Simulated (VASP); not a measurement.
**Run report: SiC, geometry relaxation**

SiC (F-43m, 2 atoms in the cell), computed with Kohn-Sham DFT of a periodic cell, PBE with D3(BJ), VASP PAW PBE potentials, recommended, no spin polarisation (VASP 6.6.1).

The structure derives from an entry of the Crystallography Open Database.

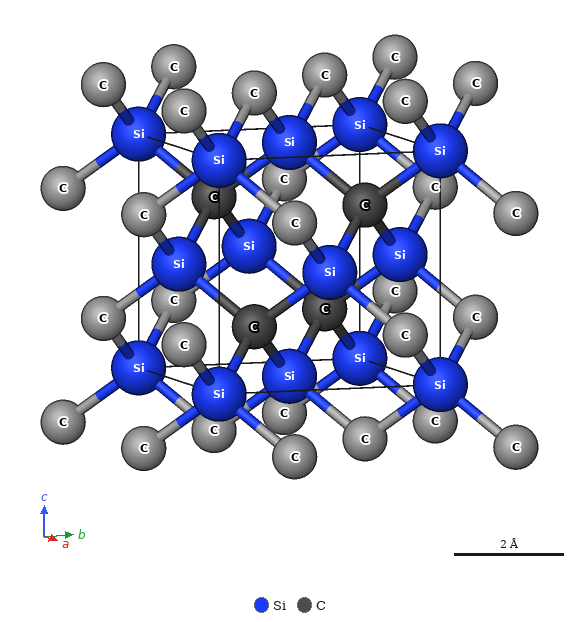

*The starting structure (ball-and-stick view of the cell 4 times as large as that of the calculation, set on its symmetry axes, seen slightly off an axis; neighbours outside the cell are drawn fainter).*

Near neighbours in the crystal (not all of them lie inside the picture): Si has 4 C at 1.88 Å; C has 4 Si at 1.88 Å.

**Results in brief**

```csv
quantity,value
outcome,converged
space group (tolerance 0.01 Å),F-43m (216)
electrons treated,8
free energy,−15.6619 eV
dispersion energy,−0.6067 eV
Fermi energy,8.394 eV
gap on the k-point mesh,1.35 eV
pressure,0.02 GPa
final volume,20.54 Å³
largest force (length of the vector),under 0.001 eV/Å
hardware,"1 thread of Intel Xeon (Sapphire Rapids), 64 GiB of memory available, shared host"
wall time,12 s (CPU time 7.4 s; the host was busy)
peak memory,0.16 GiB
```

**INCAR**
```
ALGO = Normal
EDIFF = 1E-7
EDIFFG = -0.01
ENCUT = 600
GGA = PE
IBRION = 2
ISIF = 2
ISMEAR = 0
IVDW = 12
LASPH = T
LCHARG = F
LREAL = F
LWAVE = F
NELM = 80
NSW = 40
PREC = Accurate
SIGMA = 0.03
```

**KPOINTS**
```
k-points
0
Gamma
  10 10 10
```

**POSCAR**
```
SiC                                     
1.0
    0.0000000000      2.1736476167      2.1736476167
    2.1736476167      0.0000000000      2.1736476167
    2.1736476167      2.1736476167      0.0000000000
  Si              C             
     1     1
Direct
     0.0000000000000000    0.0000000000000000    0.0000000000000000
     0.2500000000000000    0.2500000000000000    0.2500000000000000
```

Run as:
```bash
cat potpaw_PBE.64/Si/POTCAR potpaw_PBE.64/C/POTCAR > POTCAR
mpirun -np 1 vasp_std > vasp.out
```

**OSZICAR**
```
N       E                     dE             d eps       ncg     rms          rms(c)
DAV:   1     0.713345738669E+01    0.71335E+01   -0.45213E+03   776   0.957E+02
DAV:   2    -0.165071760524E+02   -0.23641E+02   -0.21902E+02  1104   0.114E+02
DAV:   3    -0.169288287711E+02   -0.42165E+00   -0.42165E+00   848   0.190E+01
DAV:   4    -0.169301616737E+02   -0.13329E-02   -0.13329E-02  1216   0.120E+00
DAV:   5    -0.169301622789E+02   -0.60521E-06   -0.60521E-06   848   0.192E-02    0.888E+00
DAV:   6    -0.151190679522E+02    0.18111E+01   -0.76214E+00   832   0.157E+01    0.391E+00
DAV:   7    -0.150626898862E+02    0.56378E-01   -0.35144E-01  1136   0.421E+00    0.178E+00
DAV:   8    -0.150548535808E+02    0.78363E-02   -0.18905E-02   800   0.127E+00    0.162E-01
DAV:   9    -0.150551454058E+02   -0.29183E-03   -0.77514E-04  1184   0.243E-01    0.103E-01
DAV:  10    -0.150552531504E+02   -0.10774E-03   -0.19903E-04  1024   0.113E-01    0.219E-02
DAV:  11    -0.150552541931E+02   -0.10427E-05   -0.38858E-05   936   0.389E-02    0.545E-03
DAV:  12    -0.150552543627E+02   -0.16962E-06   -0.15387E-06   928   0.965E-03    0.137E-03
DAV:  13    -0.150552544440E+02   -0.81240E-07   -0.14959E-07   728   0.327E-03
   1 F= -.15661944E+02 E0= -.15661944E+02  d E =-.156619E+02
```

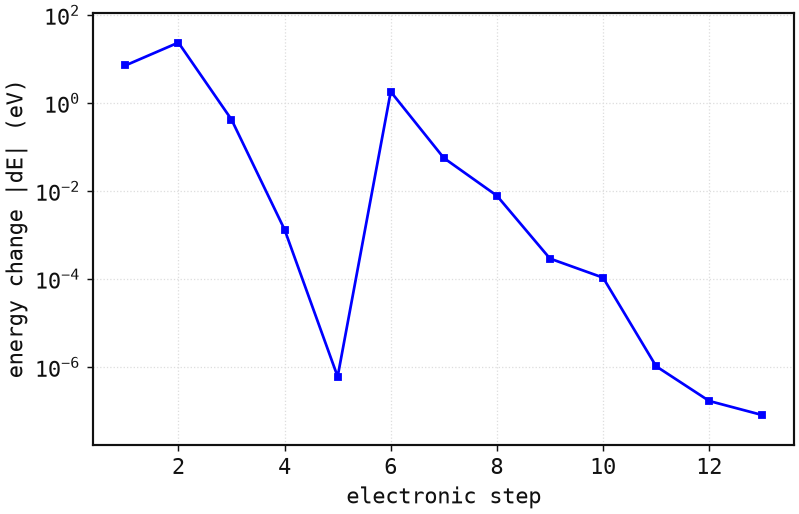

*Convergence of the self-consistent field: energy change |dE| against the electronic step.*

It takes 13 electronic steps. The density is held fixed in the first few steps, and dE rises again when its update begins.

**Parts of OUTCAR**
```
EDIFF = 1E-7
   EDIFFG = -0.01
   ENCUT = 600
   GGA = PE
   IBRION = 2
   ISIF = 2
   ISMEAR = 0
   IVDW = 12
   LASPH = T
   LREAL = F
   NELM = 80
   NSW = 40
   PREC = Accurate
 IVDW          = 12
 VDW_S6        =  1.00000000  s6, scaling of the dipole-dipole dispersion
 VDW_S8        =  0.78750002  s8, scaling of the dipole-quadrupole dispersion
 VDW_A1        =  0.42890000  a1, scaling of the critical radii
 VDW_A2        =  4.44070005  a2, offset of the critical radii
 VDW_RADIUS    = 50.20216178  two-body interaction cutoff (in Angstroms)
 VDW_CNRADIUS  = 21.16708996  CN, coordination number cutoff (in Angstroms)

 ion  position               nearest neighbor table
   1  0.000  0.000  0.000-   2 1.88   2 1.88   2 1.88   2 1.88
   2  0.250  0.250  0.250-   1 1.88   1 1.88   1 1.88   1 1.88

  LATTYP: Found a face centered cubic cell.
 ALAT       =     4.3472952334

  Lattice vectors:

 A1 = (   0.0000000000,   2.1736476167,   2.1736476167)
 A2 = (   2.1736476167,   0.0000000000,   2.1736476167)
 A3 = (   2.1736476167,   2.1736476167,   0.0000000000)

Analysis of symmetry for initial positions (statically):
=====================================================================
 Subroutine PRICEL returns:
 Original cell was already a primitive cell.

 Routine SETGRP: Setting up the symmetry group for a
 face centered cubic supercell.

 Subroutine GETGRP returns: Found 24 space group operations
 (whereof 24 operations were pure point group operations)
 out of a pool of 48 trial point group operations.

The static configuration has the point symmetry T_d .

Analysis of symmetry for dynamics (positions and initial velocities):
=====================================================================
 Subroutine PRICEL returns:
 Original cell was already a primitive cell.

 Routine SETGRP: Setting up the symmetry group for a
 face centered cubic supercell.

 Subroutine GETGRP returns: Found 24 space group operations
 (whereof 24 operations were pure point group operations)
 out of a pool of 48 trial point group operations.

The dynamic configuration has the point symmetry T_d .

 Subroutine INISYM returns: Found 24 space group operations
 (whereof 24 operations are pure point group operations),
 and found     1 'primitive' translations

----------------------------------------------------------------------------------------

                                     Primitive cell

  volume of cell :      20.5399

  direct lattice vectors                    reciprocal lattice vectors
     0.000000000  2.173647617  2.173647617    -0.230028086  0.230028086  0.230028086
     2.173647617  0.000000000  2.173647617     0.230028086 -0.230028086  0.230028086
     2.173647617  2.173647617  0.000000000     0.230028086  0.230028086 -0.230028086

  length of vectors
     3.074001939  3.074001939  3.074001939     0.398420331  0.398420331  0.398420331

  position of ions in fractional coordinates (direct lattice)
     0.000000000  0.000000000  0.000000000
     0.250000000  0.250000000  0.250000000

  ion indices of the primitive-cell ions
   primitive index   ion index
                 1           1
                 2           2

----------------------------------------------------------------------------------------

 KPOINTS: k-points

Automatic generation of k-mesh.
 Grid dimensions read from file:
 generate k-points for:   10   10   10

 Generating k-lattice:

  Cartesian coordinates                     Fractional coordinates (reciprocal lattice)
    -0.023002809  0.023002809  0.023002809     0.100000000  0.000000000  0.000000000
     0.023002809 -0.023002809  0.023002809     0.000000000  0.100000000  0.000000000
     0.023002809  0.023002809 -0.023002809     0.000000000  0.000000000  0.100000000

  Length of vectors
     0.039842033  0.039842033  0.039842033

  Shift w.r.t. Gamma in fractional coordinates (k-lattice)
     0.000000000  0.000000000  0.000000000

 Subroutine IBZKPT returns following result:
 ===========================================

 Found     47 irreducible k-points:

 Following reciprocal coordinates:
            Coordinates               Weight
  0.000000  0.000000  0.000000      1.000000
  0.100000  0.000000  0.000000      8.000000
  0.200000  0.000000  0.000000      8.000000
  0.300000  0.000000  0.000000      8.000000
  0.400000  0.000000  0.000000      8.000000
  0.500000  0.000000  0.000000      4.000000
  0.100000  0.100000  0.000000      6.000000
  0.200000  0.100000  0.000000     24.000000
  0.300000  0.100000  0.000000     24.000000
  0.400000  0.100000  0.000000     24.000000
  0.500000  0.100000  0.000000     24.000000
 -0.400000  0.100000  0.000000     24.000000
 -0.300000  0.100000  0.000000     24.000000
 -0.200000  0.100000  0.000000     24.000000
 -0.100000  0.100000  0.000000     12.000000
  0.200000  0.200000  0.000000      6.000000
  0.300000  0.200000  0.000000     24.000000
  0.400000  0.200000  0.000000     24.000000
  0.500000  0.200000  0.000000     24.000000
 -0.400000  0.200000  0.000000     24.000000
 -0.300000  0.200000  0.000000     24.000000
 -0.200000  0.200000  0.000000     12.000000
  0.300000  0.300000  0.000000      6.000000
  0.400000  0.300000  0.000000     24.000000
 [... further k-points ...]
   k-points           NKPTS =     47   k-points in BZ     NKDIM =     47   number of bands    NBANDS=      8
   number of dos      NEDOS =    301   number of ions     NIONS =      2
   total plane-waves  NPLWV =  21952
   dimension x,y,z NGX =    28 NGY =   28 NGZ =   28
   dimension x,y,z NGXF=    56 NGYF=   56 NGZF=   56
   ions per type =               1   1
   NGX,Y,Z   is equivalent  to a cutoff of  15.14, 15.14, 15.14 a.u.
   NGXF,Y,Z  is equivalent  to a cutoff of  30.29, 30.29, 30.29 a.u.
 SYSTEM =  unknown system
   PREC   = accura    normal or accurate (medium, high low for compatibility)
   ISTART =      0    job   : 0-new  1-cont  2-samecut
   ICHARG =      2    charge: 1-file 2-atom 10-const
   ISPIN  =      1    spin polarized calculation?
   LNONCOLLINEAR =      F non collinear calculations
   LSORBIT =      F    spin-orbit coupling
   LASPH  =      T    aspherical Exc in radial PAW
   ENCUT  =  600.0 eV  44.10 Ry    6.64 a.u.   6.14  6.14  6.14*2*pi/ulx,y,z
   NELM   =     80;   NELMIN=  2; NELMDL= -5     # of ELM steps
   EDIFF  = 0.1E-06   stopping-criterion for ELM
   LREAL  =      F    real-space projection
   EDIFFG = -.1E-01   stopping-criterion for IOM
   NSW    =     40    number of steps for IOM
   IBRION =      2    ionic relax: 0-MD 1-quasi-New 2-CG
   NFREE  =      1    steps in history (QN), initial steepest desc. (CG)
   ISIF   =      2    stress and relaxation
   ISYM   =      2    0-nonsym 1-usesym 2-fastsym
   POTIM  = 0.5000    time-step for ionic-motion
   TEBEG  =    0.0;   TEEND  =   0.0 temperature during run
   PSTRESS=    0.0 pullay stress
   NELECT =       8.0000    total number of electrons
   NUPDOWN=      -1.0000    fix difference up-down
   EMIN   =  10.00;   EMAX   =-10.00  energy-range for DOS
   EFERMI =   0.00;   METHOD = LEGACY
   ISMEAR =     0;   SIGMA  =   0.03  broadening in eV -4-tet -1-fermi 0-gaus
   EFERMI_NEDOS =   21; number of points for ismear=-14 and -15
   IALGO  =     38    algorithm
   IMIX   =      4    mixing-type and parameters
     AMIX     =   0.40;   BMIX     =  1.00
     AMIX_MAG =   1.60;   BMIX_MAG =  1.00
  volume/ion in A,a.u.               =      10.27        69.30
  Fermi-wavevector in a.u.,A,eV,Ry     =   1.195563  2.259286 19.447762  1.429370
  Thomas-Fermi vector in A             =   2.331525
   LORBIT       =      0    0 simple, 1 ext, 2 COOP (PROOUT), +10 PAW based schemes
   GGA     = PE    functional components
   LHFCALC =     F    Hartree Fock is set to
   AEXX    =    0.0000 exact exchange contribution
   IVDW    =    12    specifies the selected vdW correction
   LEPSILON=     F    determine dielectric tensor
   LRPA    =     F    only Hartree local field effects (RPA)
 conjugate gradient relaxation of ions
 non-spin polarized calculation
 Gauss-broadening in eV      SIGMA  =   0.03
  energy-cutoff  :      600.00
  volume of cell :       20.54
 maximum number of plane-waves:       701
 NGX is ok and might be reduce to    28
   NGX = 13   NGY = 13   NGZ = 13

 number of electron       8.0000000 magnetization

 Free energy of the ion-electron system (eV)
  ---------------------------------------------------
  ext. energy  EPLUGINS =         0.00000000
  ---------------------------------------------------
  free energy    TOTEN  =       -15.05525444 eV

  energy without entropy =      -15.05525444  energy(sigma->0) =      -15.05525444

 E-fermi :   8.3936     XC(G=0): -11.3884     alpha+bet :-16.5565

 val. band max:        8.1892289922   @ k =   0.0000   0.0000   0.0000
 cond. band min:       9.5397601832   @ k =   0.5000   0.5000   0.0000
 fundamental gap:      1.3505311910
 Fermi energy:         8.3935894967

 k-point     1 :       0.0000    0.0000    0.0000
  band No.  band energies     occupation
      1      -7.2719      2.00000
      2       8.1892      2.00000
      3       8.1892      2.00000
      4       8.1892      2.00000
      5      14.5094      0.00000
      6      15.5488      0.00000
      7      15.5488      0.00000
      8      15.5488      0.00000

 k-point     2 :       0.1000    0.0000    0.0000
  band No.  band energies     occupation
      1      -7.0753      2.00000
      2       7.1800      2.00000
      3       8.0555      2.00000
      4       8.0555      2.00000
      5      14.7597      0.00000
      6      15.7931      0.00000
      7      15.7931      0.00000
      8      15.8333      0.00000

 k-point     3 :       0.2000    0.0000    0.0000
  band No.  band energies     occupation
      1      -6.4945      2.00000
      2       5.0540      2.00000
      3       7.7482      2.00000
      4       7.7482      2.00000
      5      14.4605      0.00000
      6      16.1507      0.00000
      7      16.1507      0.00000
      8      17.0415      0.00000

 k-point     4 :       0.3000    0.0000    0.0000
  band No.  band energies     occupation
      1      -5.5648      2.00000
      2       2.7312      2.00000
      3       7.4318      2.00000
      4       7.4318      2.00000
      5      14.0511      0.00000
      6      16.0031      0.00000
      7      16.0031      0.00000
      8      18.0043      0.00000

 k-point     5 :       0.4000    0.0000    0.0000
  band No.  band energies     occupation
      1      -4.4135      2.00000
      2       0.6655      2.00000
      3       7.2127      2.00000
      4       7.2127      2.00000
      5      13.7813      0.00000
      6      15.6176      0.00000
      7      15.6176      0.00000
      8      18.2820      0.00000

 [... the levels of 18 k-points are left out ...]

 k-point    24 :       0.4000    0.3000    0.0000
  band No.  band energies     occupation
      1      -4.1113      2.00000
      2       2.6012      2.00000
      3       5.0236      2.00000
      4       5.5534      2.00000
      5      11.0651      0.00000
      6      13.8453      0.00000
      7      19.8911      0.00000
      8      20.1920      0.00000

 [... further k-points ...]

------------------------ aborting loop because EDIFF is reached ----------------------------------------

 Edisp (eV)   -0.60669

 E8    (eV) :    -0.2280

  FORCE on cell =-STRESS in cart. coord.  units (eV):
  Direction    XX          YY          ZZ          XY          YZ          ZX
  --------------------------------------------------------------------------------------
  -------------------------------------------------------------------------------------
  Total       0.00226     0.00226     0.00226     0.00000     0.00000     0.00000
  in kB       0.17598     0.17598     0.17598     0.00000     0.00000     0.00000
  external pressure =        0.18 kB  Pullay stress =        0.00 kB

 VOLUME and BASIS-vectors are now :
 -----------------------------------------------------------------------------
  energy-cutoff  :      600.00
  volume of cell :       20.54
      direct lattice vectors                 reciprocal lattice vectors
     0.000000000  2.173647617  2.173647617    -0.230028086  0.230028086  0.230028086
     2.173647617  0.000000000  2.173647617     0.230028086 -0.230028086  0.230028086
     2.173647617  2.173647617  0.000000000     0.230028086  0.230028086 -0.230028086

 POSITION                                       TOTAL-FORCE (eV/Angst)
 -----------------------------------------------------------------------------------
      0.00000      0.00000      0.00000        -0.000000     -0.000000     -0.000000
      1.08682      1.08682      1.08682         0.000000      0.000000      0.000000
 -----------------------------------------------------------------------------------
    total drift:                               -0.000000     -0.000000     -0.000000

  FREE ENERGIE OF THE ION-ELECTRON SYSTEM (eV)
  ---------------------------------------------------
  free  energy   TOTEN  =       -15.6619436184 eV

  energy  without entropy=      -15.6619436184  energy(sigma->0) =      -15.66194362

 reached required accuracy - stopping structural energy minimisation
```

**CONTCAR**
```
SiC
   1.00000000000000
     0.0000000000000000    2.1736476166999998    2.1736476166999998
     2.1736476166999998    0.0000000000000000    2.1736476166999998
     2.1736476166999998    2.1736476166999998    0.0000000000000000
  Si              C
     1     1
Direct
     0.0000000000000000    0.0000000000000000    0.0000000000000000
     0.2500000000000000    0.2500000000000000    0.2500000000000000

  0.00000000E+00  0.00000000E+00  0.00000000E+00
  0.00000000E+00  0.00000000E+00  0.00000000E+00
```
